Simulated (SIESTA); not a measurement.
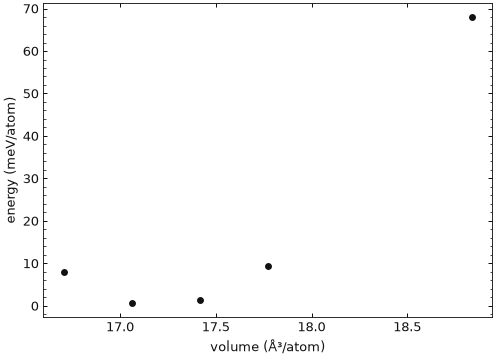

The plot gives the computed energy against volume for Au, space group P6_3/mmc (No. 194).

Cell as given: a = 2.900 Å, b = 2.900 Å, c = 4.880 Å, α = 90.00°, β = 90.00°, γ = 120.00°; 2 atoms.

Computed with SIESTA 5.4.2: DFT in numerical atomic orbitals with pseudopotentials, no spin polarisation; energies at scaled volumes of the given cell, shape and fractions fixed, counted from the fit's minimum, third-order Birch-Murnaghan fit. Level: PBEsol.

- k mesh: 11×11×6
- occupations: Fermi–Dirac
- smearing width: 0.05 eV
- potentials: PseudoDojo 0.4 standard, converted to PSML, two zetas on semicore shells
- program settings: basis DZP, mesh cutoff 800 Ry

The points at volume 18.13 Å³/atom and 18.48 Å³/atom are left out of the plot. What values does the calculation give there?

```
volume (Å³/atom)  energy (meV/atom)
           18.13              23.80
           18.48              43.31
```

Keep in mind: mulliken charges of long orbitals; short basis over semicore shells; spin-orbit coupling left out, heavy elements; shape and atomic fractions are frozen while scaling, which makes layered, chain and framework solids too stiff.
